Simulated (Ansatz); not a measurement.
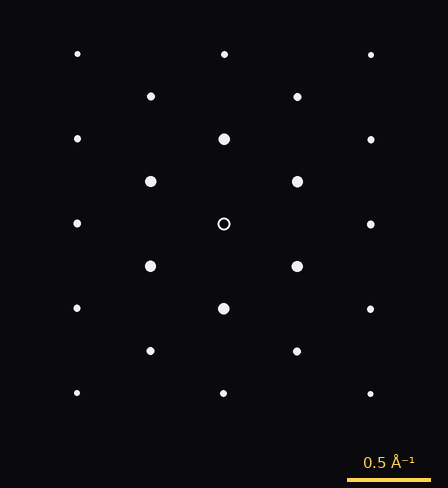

Simulated selected-area electron diffraction pattern (200 kV, kinematic approximation, thin crystal, B = 0.5 Å² for all atoms).

It belongs to Se, space group Pm-3m (No. 221), a = 2.769 Å. Structure: the geometry relaxed with DFT, LDA (PW92), plane waves (420 eV) with PAW, scalar-relativistic in Ansatz; the starting structure was generated, so it need not be a known form of this composition.

**Determine the zone axis from the geometry of the pattern.**

The spots form a hexagonal net with both shortest vectors at d = 1.96 Å, 60.0° apart. They index as -1 1 0 and -1 0 1, so the zone axis is [111] (or an equivalent direction of <111>).

**List the strongest reflections.**

Strongest reflections with d > 0.80 Å, one of each family (|F|² from tabulated Gaussian fits of the electron scattering factors, times a small damping for the curvature of the Ewald sphere):

```json
{"hkl": "1 0 -1", "d (Å)": "1.958", "I (strongest = 100)": "100"}
{"hkl": "2 -1 -1", "d (Å)": "1.131", "I (strongest = 100)": "25"}
{"hkl": "2 0 -2", "d (Å)": "0.979", "I (strongest = 100)": "17"}
```
